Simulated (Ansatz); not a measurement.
CuH$_{2}$

```xyz
6
Lattice="4.7838 0.0000 0.0000 0.0000 4.7876 0.0000 0.0000 0.0000 2.3935" Properties=species:S:1:pos:R:3 pbc="T T T"
Cu    0.0000    0.0000    0.0000
Cu    2.3919    2.3938    1.1968
H     3.1825    3.1833    0.0000
H     3.9932    0.7895    1.1968
H     0.7906    3.9981    1.1968
H     1.6013    1.6043    0.0000
```

Space group P4₂/mnm; a structure generated by program, which may or may not match a known phase; computed without spin polarisation.

Theory: Ansatz 0.2.0, DFT PBE, scalar-relativistic, plane waves, PAW.

### What will maps of the valence pseudo-density and electron localisation function show?

Cu–H (1.64 Å): the density is about 0.98 e/Å³ at the midpoint; the ELF climbs to about 1 towards the hydrogen.
Cu–Cu (2.39 Å): ρ is about 0.37 e/Å³ halfway; the ELF is about 0.25 at the midpoint: no shared electron pair shows on this line.

### Does the calculation give a band gap?

It is gapless in this calculation (a metal or semimetal).

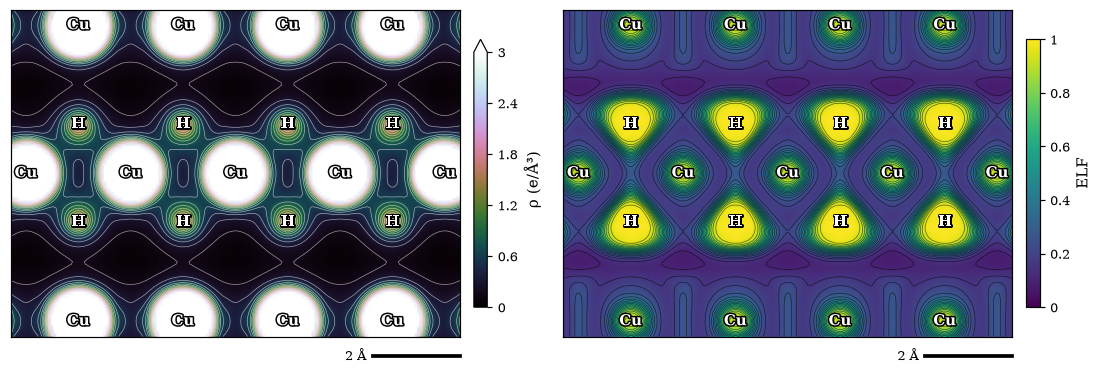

Computed valence pseudo-density and electron localisation function on the (110) plane of the conventional cell, in this order. 

In a PAW calculation such maps are meaningful between the atoms, not at the nuclei.
